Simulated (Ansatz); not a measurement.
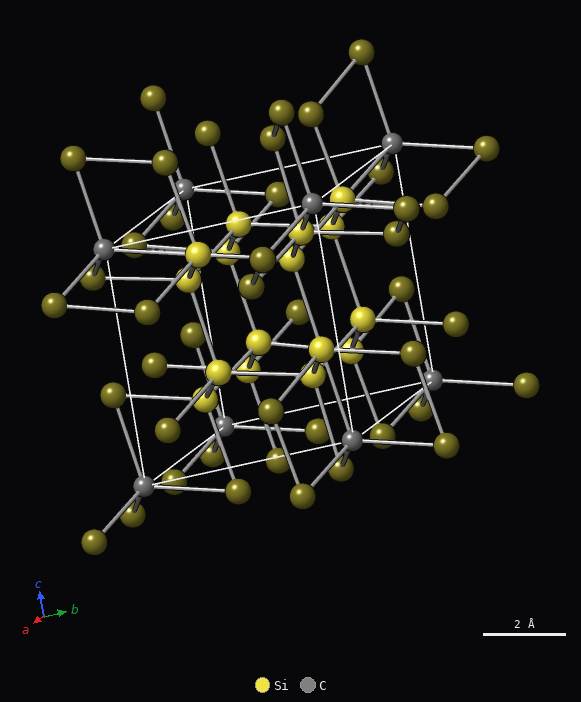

**Figure 1.** The starting structure (ball-and-stick view of the cell of the calculation, seen slightly off an axis; neighbours outside the cell are drawn fainter). Near neighbours in the crystal (not all of them lie inside the picture): Si has 4 Si at 2.24 to 2.43 Å; Si has 1 C at 2.29 to 2.40 Å and 4 Si at 2.24 to 2.43 Å; C has 4 Si at 2.29 to 2.40 Å.

Geometry relaxation, with input and output: Si16C (part 1 of 3)

System: Si16C (defect cell, 17 atoms in the cell).
Method: DFT PBE, scalar-relativistic, plane waves, PAW, no spin polarisation (Ansatz 0.2.0).

The structure derives from an entry of the Crystallography Open Database.

Output:
```
Engine: ansatz 0.2.0, x86_64-unknown-linux-gnu
Pseudopotentials: kind: paw
Pseudopotential: Si, paw, valence charge 4, recommended cutoff 420 eV (normal), Si.paw.azcp
Pseudopotential: C, paw, valence charge 4, recommended cutoff 420 eV (normal), C.paw.azcp
Functional definition: PBE
  parameter kappa = 0.804
  parameter beta = 0.06672455060314922
  exchange = pbe_x(kappa = kappa, mu = beta*pi^2/3)
  correlation = pbe_c(beta = beta)
Crystal: 17 atoms, lattice volume = 327.277 Å³
Basis set: ecut = 420 eV, 6375 PW (Γ), exchange–correlation on 108×108×108 points (8 copies of the dense FFT grid, shifted against one another)
Bands: 51, of which v1, the nominal top of the filled ones, is band 34 counted from 1 (33 counted from 0)
Symmetry: 1 space group operations
Space group: P1 (ITA 1), of the structure as read, at distance tolerance 6.9e-5 Å
k-points: 8
Non-local potential: Si, projectors of the file, l = 0: 2, l = 1: 2, l = 2: 2
Non-local potential: C, projectors of the file, l = 0: 2, l = 1: 2, l = 2: 1
PAW form: soft (Blöchl's): semilocal exchange-correlation on the pseudo side does not see the compensation charge
PAW one-centre angular grid: Si, 110 points (default); XC on 64 Gauss nodes
PAW one-centre angular grid: C, 110 points (default); XC on 64 Gauss nodes
Initial density: superposition of atomic densities (neutral atoms: chi_scale 0, normalization atom), corrected by the library's trained network
Initial wavefunctions: pseudopotential atomic-orbital guess
Functional: x = pbe(κ = 0.804, μ = 0.2195149727645171), c = pbe(β = 0.06672455060314922)
SCF iter   1: F=—  HF=-10417.242507 eV  |F-HF|=—  |Δ(HF+E_count)|=         —  Δρ=2.31e-3  dr2=2.81e-2  ethr=1.77e-3  ⟨swp⟩=8.5  Hψ=2252  notcnv=0  defer=29
preconditioner: auto → Resta (q_TF=auto, 2.100 Å⁻¹)  ε∞=5.6  [insulator: Δε(μ)=0.032 eV  Ē_g=7.849 eV  σ=0.010 eV  W_gap=0.98  n_scr=58 (ndim 8)  ℏωp=16.9 eV  f_vac=0.000  D(μ)=2.04/eV (n_scr^D=8)  ε∞_Penn≈5.6]
SCF iter   2: F=—  HF=-10417.240155 eV  |F-HF|=—  |Δ(HF+E_count)|=   2.35e-3  Δρ=1.27e-3  dr2=8.14e-3  ethr=4.14e-5  ⟨swp⟩=1.9  Hψ=510  notcnv=0  defer=81
SCF iter   3: F=—  HF=-10417.239222 eV  |F-HF|=—  |Δ(HF+E_count)|=   9.33e-4  Δρ=1.78e-4  dr2=1.76e-4  ethr=1.20e-5  ⟨swp⟩=3.0  Hψ=588  notcnv=0  defer=84
iter 4 did not close the SCF: its close was put off for the readings that it lacked (scf_convergence_deferred on its scf_iter line)
SCF iter   4: F=-10417.239243 eV  HF=-10417.239237 eV  |F-HF|=5.81e-6  |Δ(HF+E_count)|=   1.58e-5  Δρ=5.78e-5  dr2=1.55e-5  ethr=2.59e-7  ⟨swp⟩=2.0  Hψ=531  notcnv=0  defer=84
iter 5 did not close the SCF: its close was put off for the readings that it lacked (scf_convergence_deferred on its scf_iter line)
SCF iter   5: F=-10417.239246 eV  HF=-10417.239245 eV  |F-HF|=7.96e-7  |Δ(HF+E_count)|=   7.68e-6  Δρ=1.44e-5  dr2=1.23e-6  ethr=2.28e-8  ⟨swp⟩=2.1  Hψ=536  notcnv=0  defer=84
SCF iter   6: F=-10417.239246 eV  HF=-10417.239246 eV  |F-HF|=3.06e-8  |Δ(HF+E_count)|=   1.04e-6  Δρ=5.19e-6  dr2=1.36e-7  ethr=1.82e-9  ⟨swp⟩=17.0  Hψ=3601  notcnv=0
SCF 1 converged in 6 iterations: F = -10417.239246 eV  dr2 = 1.36e-7
  greatest PAW one-centre occupation: 0.731 electrons in one spin orbital (limit 2), on the C atom at site 16 (counted from 0), in its partial waves of l = 0
relax step   1: F+E_penalty+E_count = -10417.23924604 eV  Δ(F+E_penalty+E_count) = +0.000e0 eV  max|allowed force component| = 1.291e0 eV/Å  Δτ_max = 0.0000 Å  (6 SCF iters, dr2 threshold 1.56e-5 eV, accepted)
Initial density: handed on by an earlier stage of this run
Initial wavefunctions: those handed on with the density
iter 1 solved again at ethr=1.09e-4 eV; its pass at ethr=3.10e-3 eV (dr2=7.39e-2 eV) is discarded
SCF iter   1: F=—  HF=-10417.590651 eV  |F-HF|=—  |Δ(HF+E_count)|=         —  Δρ=3.85e-3  dr2=7.46e-2  ethr=1.09e-4  ⟨swp⟩=1.5  Hψ=1382  notcnv=0  defer=81
preconditioner: auto → Resta (q_TF=auto, 2.100 Å⁻¹)  ε∞=5.6  [insulator: Δε(μ)=0.049 eV  Ē_g=7.877 eV  σ=0.010 eV  W_gap=1.00  n_scr=58 (ndim 8)  ℏωp=16.9 eV  f_vac=0.000  D(μ)=0.06/eV (n_scr^D=0)  ε∞_Penn≈5.6]
SCF iter   2: F=—  HF=-10417.578318 eV  |F-HF|=—  |Δ(HF+E_count)|=   1.23e-2  Δρ=1.97e-3  dr2=1.58e-2  ethr=1.09e-4  ⟨swp⟩=1.8  Hψ=339  notcnv=0  defer=81
SCF iter   3: F=—  HF=-10417.575547 eV  |F-HF|=—  |Δ(HF+E_count)|=   2.77e-3  Δρ=2.46e-4  dr2=1.90e-4  ethr=2.32e-5  ⟨swp⟩=3.6  Hψ=633  notcnv=0  defer=81
iter 4 did not close the SCF: its close was put off for the readings that it lacked (scf_convergence_deferred on its scf_iter line)
SCF iter   4: F=-10417.575594 eV  HF=-10417.575592 eV  |F-HF|=1.77e-6  |Δ(HF+E_count)|=   4.49e-5  Δρ=4.20e-5  dr2=1.06e-5  ethr=2.79e-7  ⟨swp⟩=2.4  Hψ=587  notcnv=0  defer=81
iter 5 did not close the SCF: its close was put off for the readings that it lacked (scf_convergence_deferred on its scf_iter line)
SCF iter   5: F=-10417.575597 eV  HF=-10417.575596 eV  |F-HF|=4.29e-7  |Δ(HF+E_count)|=   4.37e-6  Δρ=1.12e-5  dr2=6.96e-7  ethr=1.56e-8  ⟨swp⟩=2.1  Hψ=520  notcnv=0  defer=81
SCF iter   6: F=-10417.575597 eV  HF=-10417.575597 eV  |F-HF|=7.49e-9  |Δ(HF+E_count)|=   5.91e-7  Δρ=2.19e-6  dr2=3.04e-8  ethr=1.02e-9  ⟨swp⟩=17.5  Hψ=3450  notcnv=0
SCF 2 converged in 6 iterations: F = -10417.575597 eV  dr2 = 3.04e-8
[... from here on the iterations of each SCF are left out, up to the last one ...]
relax step   2: F+E_penalty+E_count = -10417.57559707 eV  Δ(F+E_penalty+E_count) = -3.364e-1 eV  max|allowed force component| = 5.170e-1 eV/Å  Δτ_max = 0.0733 Å  (6 SCF iters, dr2 threshold 1.00e-4 eV, accepted)
preconditioner: auto → Resta (q_TF=auto, 2.100 Å⁻¹)  ε∞=5.6  [insulator: Δε(μ)=0.256 eV  Ē_g=7.888 eV  σ=0.010 eV  W_gap=1.00  n_scr=58 (ndim 8)  ℏωp=16.9 eV  f_vac=0.000  D(μ)=0.00/eV (n_scr^D=0)  ε∞_Penn≈5.6]
SCF 3 converged in 6 iterations: F = -10417.711286 eV  dr2 = 8.64e-8
relax step   3: F+E_penalty+E_count = -10417.71128645 eV  Δ(F+E_penalty+E_count) = -1.357e-1 eV  max|allowed force component| = 3.404e-1 eV/Å  Δτ_max = 0.1563 Å  (6 SCF iters, dr2 threshold 1.67e-5 eV, accepted)
preconditioner: auto → Resta (q_TF=auto, 2.100 Å⁻¹)  ε∞=5.6  [insulator: Δε(μ)=0.312 eV  Ē_g=7.905 eV  σ=0.010 eV  W_gap=1.00  n_scr=58 (ndim 8)  ℏωp=16.9 eV  f_vac=0.000  D(μ)=0.00/eV (n_scr^D=0)  ε∞_Penn≈5.6]
SCF 4 converged in 6 iterations: F = -10417.771510 eV  dr2 = 2.63e-8
relax step   4: F+E_penalty+E_count = -10417.77150983 eV  Δ(F+E_penalty+E_count) = -6.022e-2 eV  max|allowed force component| = 2.610e-1 eV/Å  Δτ_max = 0.0935 Å  (6 SCF iters, dr2 threshold 1.86e-5 eV, accepted)
preconditioner: auto → Kerker (q_TF=auto, 2.100 Å⁻¹)  [metal: Δε(μ)=0.009 eV  Ē_g=7.925 eV  σ=0.010 eV  W_gap=0.46  n_scr=58 (ndim 8)  ℏωp=16.9 eV  f_vac=0.000  D(μ)=31.60/eV (n_scr^D=410)]
SCF 5 converged in 6 iterations: F = -10417.910714 eV  dr2 = 1.16e-6
relax step   5: F+E_penalty+E_count = -10417.91071383 eV  Δ(F+E_penalty+E_count) = -1.392e-1 eV  max|allowed force component| = 9.440e-1 eV/Å  Δτ_max = 0.1952 Å  (6 SCF iters, dr2 threshold 2.95e-5 eV, accepted)
eigensolver tolerance schedule calibrated: the retry pair's looser diagonalisation under-reported the residual by θ = 0.09 (0.11/decade); ethr = c·dr2/N_el runs at the constant in force after the calibration composes with the one it found (an armed cap, an earlier calibration), c = 8.2e-2
preconditioner: auto → Resta (q_TF=auto, 2.100 Å⁻¹)  ε∞=5.5  [insulator: Δε(μ)=0.035 eV  Ē_g=7.954 eV  σ=0.010 eV  W_gap=0.99  n_scr=58 (ndim 8)  ℏωp=16.9 eV  f_vac=0.000  D(μ)=1.66/eV (n_scr^D=0)  ε∞_Penn≈5.5]
SCF 6 converged in 6 iterations: F = -10418.223097 eV  dr2 = 1.66e-5
relax step   6: F+E_penalty+E_count = -10418.22309667 eV  Δ(F+E_penalty+E_count) = -3.124e-1 eV  max|allowed force component| = 1.001e0 eV/Å  Δτ_max = 0.1949 Å  (6 SCF iters, dr2 threshold 1.00e-4 eV, accepted)
eigensolver tolerance schedule calibrated: the retry pair's looser diagonalisation under-reported the residual by θ = 0.07 (0.11/decade); ethr = c·dr2/N_el runs at the constant in force after the calibration composes with the one it found (an armed cap, an earlier calibration), c = 7.6e-2
preconditioner: auto → Kerker (q_TF=auto, 2.100 Å⁻¹)  [metal: Δε(μ)=0.004 eV  Ē_g=7.988 eV  σ=0.010 eV  W_gap=0.22  n_scr=58 (ndim 8)  ℏωp=16.9 eV  f_vac=0.000  D(μ)=27.18/eV (n_scr^D=330)]
SCF 7 converged in 6 iterations: F = -10418.481513 eV  dr2 = 2.83e-6
relax step   7: F+E_penalty+E_count = -10418.48151320 eV  Δ(F+E_penalty+E_count) = -2.584e-1 eV  max|allowed force component| = 1.159e0 eV/Å  Δτ_max = 0.1951 Å  (6 SCF iters, dr2 threshold 1.00e-4 eV, accepted)
preconditioner: auto → Kerker (q_TF=auto, 2.100 Å⁻¹)  [metal: Δε(μ)=0.009 eV  Ē_g=8.003 eV  σ=0.010 eV  W_gap=0.47  n_scr=58 (ndim 8)  ℏωp=16.9 eV  f_vac=0.000  D(μ)=30.45/eV (n_scr^D=386)]
SCF 8 converged in 6 iterations: F = -10418.723600 eV  dr2 = 6.79e-6
relax step   8: F+E_penalty+E_count = -10418.72359998 eV  Δ(F+E_penalty+E_count) = -2.421e-1 eV  max|allowed force component| = 6.291e-1 eV/Å  Δτ_max = 0.1935 Å  (6 SCF iters, dr2 threshold 1.00e-4 eV, accepted)
preconditioner: auto → Resta (q_TF=auto, 2.100 Å⁻¹)  ε∞=5.5  [insulator: Δε(μ)=0.250 eV  Ē_g=8.021 eV  σ=0.010 eV  W_gap=1.00  n_scr=58 (ndim 8)  ℏωp=16.9 eV  f_vac=0.000  D(μ)=0.00/eV (n_scr^D=0)  ε∞_Penn≈5.5]
SCF 9 converged in 5 iterations: F = -10418.933219 eV  dr2 = 1.19e-5
relax step   9: F+E_penalty+E_count = -10418.93321899 eV  Δ(F+E_penalty+E_count) = -2.096e-1 eV  max|allowed force component| = 5.217e-1 eV/Å  Δτ_max = 0.1957 Å  (5 SCF iters, dr2 threshold 1.00e-4 eV, accepted)
preconditioner: auto → Resta (q_TF=auto, 2.100 Å⁻¹)  ε∞=5.5  [insulator: Δε(μ)=0.120 eV  Ē_g=8.018 eV  σ=0.010 eV  W_gap=1.00  n_scr=58 (ndim 8)  ℏωp=16.9 eV  f_vac=0.000  D(μ)=0.00/eV (n_scr^D=0)  ε∞_Penn≈5.5]
SCF 10 converged in 5 iterations: F = -10419.056196 eV  dr2 = 1.73e-5
relax step  10: F+E_penalty+E_count = -10419.05619630 eV  Δ(F+E_penalty+E_count) = -1.230e-1 eV  max|allowed force component| = 4.382e-1 eV/Å  Δτ_max = 0.1979 Å  (5 SCF iters, dr2 threshold 8.02e-5 eV, accepted)
preconditioner: auto → Resta (q_TF=auto, 2.100 Å⁻¹)  ε∞=5.5  [insulator: Δε(μ)=0.042 eV  Ē_g=8.005 eV  σ=0.010 eV  W_gap=1.00  n_scr=58 (ndim 8)  ℏωp=16.9 eV  f_vac=0.000  D(μ)=0.43/eV (n_scr^D=0)  ε∞_Penn≈5.5]
SCF 11 converged in 5 iterations: F = -10419.107991 eV  dr2 = 8.67e-6
relax step  11: F+E_penalty+E_count = -10419.10799116 eV  Δ(F+E_penalty+E_count) = -5.179e-2 eV  max|allowed force component| = 6.095e-2 eV/Å  Δτ_max = 0.0873 Å  (5 SCF iters, dr2 threshold 1.00e-4 eV, accepted)
preconditioner: auto → Resta (q_TF=auto, 2.100 Å⁻¹)  ε∞=5.5  [insulator: Δε(μ)=0.035 eV  Ē_g=7.999 eV  σ=0.010 eV  W_gap=0.99  n_scr=58 (ndim 8)  ℏωp=16.9 eV  f_vac=0.000  D(μ)=1.47/eV (n_scr^D=0)  ε∞_Penn≈5.5]
SCF 12 converged in 4 iterations: F = -10419.107994 eV  dr2 = 3.14e-8
relax step  12: F+E_penalty+E_count = -10419.10799443 eV  Δ(F+E_penalty+E_count) = -3.274e-6 eV  max|allowed force component| = 6.161e-2 eV/Å  Δτ_max = 0.0000 Å  (4 SCF iters, accepted)
preconditioner: auto → Resta (q_TF=auto, 2.100 Å⁻¹)  ε∞=5.5  [insulator: Δε(μ)=0.027 eV  Ē_g=7.995 eV  σ=0.010 eV  W_gap=0.95  n_scr=58 (ndim 8)  ℏωp=16.9 eV  f_vac=0.000  D(μ)=4.39/eV (n_scr^D=14)  ε∞_Penn≈5.5]
SCF 13 converged in 7 iterations: F = -10419.122867 eV  dr2 = 6.70e-9
relax step  13: F+E_penalty+E_count = -10419.12286655 eV  Δ(F+E_penalty+E_count) = -1.487e-2 eV  max|allowed force component| = 4.869e-2 eV/Å  Δτ_max = 0.1776 Å  (7 SCF iters, accepted)
preconditioner: auto → Resta (q_TF=auto, 2.100 Å⁻¹)  ε∞=5.5  [insulator: Δε(μ)=0.094 eV  Ē_g=7.968 eV  σ=0.010 eV  W_gap=1.00  n_scr=58 (ndim 8)  ℏωp=16.9 eV  f_vac=0.000  D(μ)=0.00/eV (n_scr^D=0)  ε∞_Penn≈5.5]
SCF 14 converged in 6 iterations: F = -10419.109277 eV  dr2 = 1.36e-6
relax step  14: F+E_penalty+E_count = -10419.10927654 eV  Δ(F+E_penalty+E_count) = +1.359e-2 eV  max|allowed force component| = 2.411e-1 eV/Å  Δτ_max = 0.1951 Å  (6 SCF iters, dr2 threshold 1.48e-6 eV, rejected (line search))
preconditioner: auto → Resta (q_TF=auto, 2.100 Å⁻¹)  ε∞=5.5  [insulator: Δε(μ)=0.125 eV  Ē_g=7.999 eV  σ=0.010 eV  W_gap=1.00  n_scr=58 (ndim 8)  ℏωp=16.9 eV  f_vac=0.000  D(μ)=0.00/eV (n_scr^D=0)  ε∞_Penn≈5.5]
SCF 15 converged in 7 iterations: F = -10419.127286 eV  dr2 = 5.70e-8
relax step  15: F+E_penalty+E_count = -10419.12728613 eV  Δ(F+E_penalty+E_count) = -4.420e-3 eV  max|allowed force component| = 2.652e-2 eV/Å  Δτ_max = 0.0577 Å  (7 SCF iters, accepted)
SCF iter   1: F=—  HF=-10419.127385 eV  |F-HF|=—  |Δ(HF+E_count)|=         —  Δρ=3.98e-4  dr2=4.13e-4  ethr=1.51e-5  ⟨swp⟩=3.0  Hψ=922  notcnv=0  defer=79
preconditioner: auto → Resta (q_TF=auto, 2.100 Å⁻¹)  ε∞=5.5  [insulator: Δε(μ)=0.075 eV  Ē_g=7.988 eV  σ=0.010 eV  W_gap=1.00  n_scr=58 (ndim 8)  ℏωp=16.9 eV  f_vac=0.000  D(μ)=0.00/eV (n_scr^D=0)  ε∞_Penn≈5.5]
SCF iter   2: F=—  HF=-10419.127339 eV  |F-HF|=—  |Δ(HF+E_count)|=   4.54e-5  Δρ=2.23e-4  dr2=1.14e-4  ethr=6.08e-7  ⟨swp⟩=1.5  Hψ=476  notcnv=0  defer=79
SCF iter   3: F=—  HF=-10419.127328 eV  |F-HF|=—  |Δ(HF+E_count)|=   1.12e-5  Δρ=3.08e-5  dr2=3.85e-6  ethr=1.68e-7  ⟨swp⟩=2.0  Hψ=601  notcnv=0  defer=79
SCF iter   4: F=—  HF=-10419.127294 eV  |F-HF|=—  |Δ(HF+E_count)|=   3.38e-5  Δρ=1.54e-5  dr2=1.30e-6  ethr=5.66e-9  ⟨swp⟩=2.0  Hψ=600  notcnv=0  defer=79
SCF iter   5: F=-10419.127294 eV  HF=-10419.127294 eV  |F-HF|=1.11e-8  |Δ(HF+E_count)|=   1.52e-7  Δρ=3.90e-6  dr2=7.14e-8  ethr=1.47e-10  ⟨swp⟩=14.8  Hψ=3205  notcnv=0
SCF 16 converged in 5 iterations: F = -10419.127294 eV  dr2 = 7.14e-8
relax step  16: F+E_penalty+E_count = -10419.12729407 eV  Δ(F+E_penalty+E_count) = -7.936e-6 eV  max|allowed force component| = 1.851e-2 eV/Å  Δτ_max = 0.0146 Å  (5 SCF iters, accepted)
```

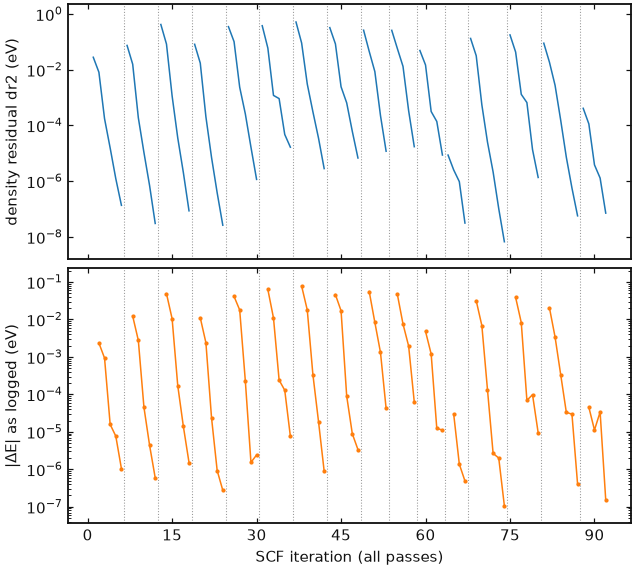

**Figure 2.** Convergence of the self-consistent field: density residual dr2 and size of the energy change against the SCF iteration. The dotted lines part the SCF passes of the relaxation: geometry steps, rejected trials and re-solves on a re-selected basis. The 16 passes take 4 to 7 iterations each, 92 in all.

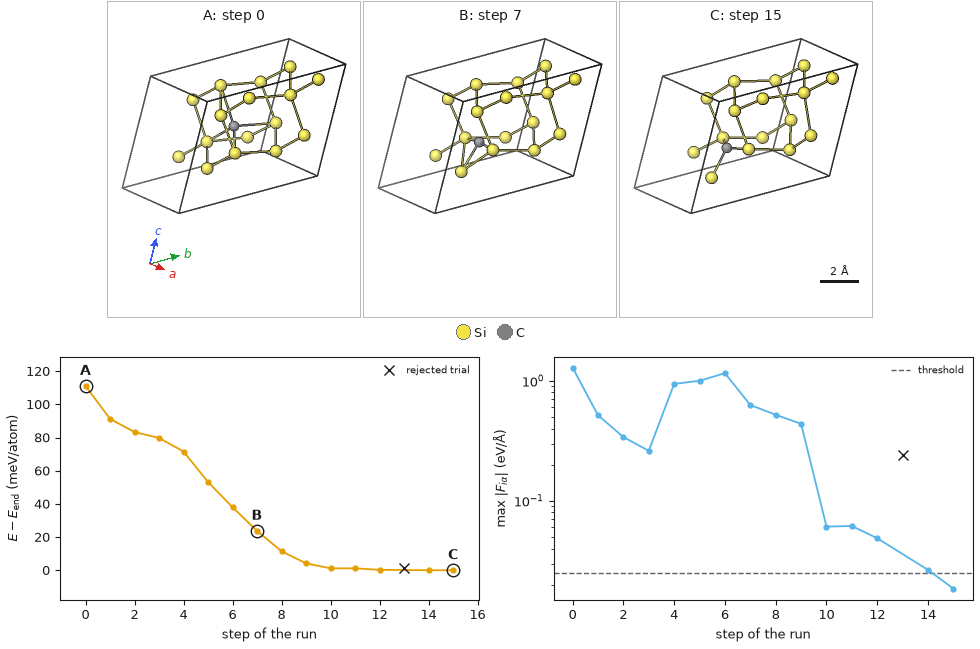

**Figure 3.** Frames of the relaxation (ball-and-stick view of the cell of the calculation (origin shifted), seen slightly off an axis) above the curves, on which the letters mark them (the first geometry is step 0 here and step 1 in the log).
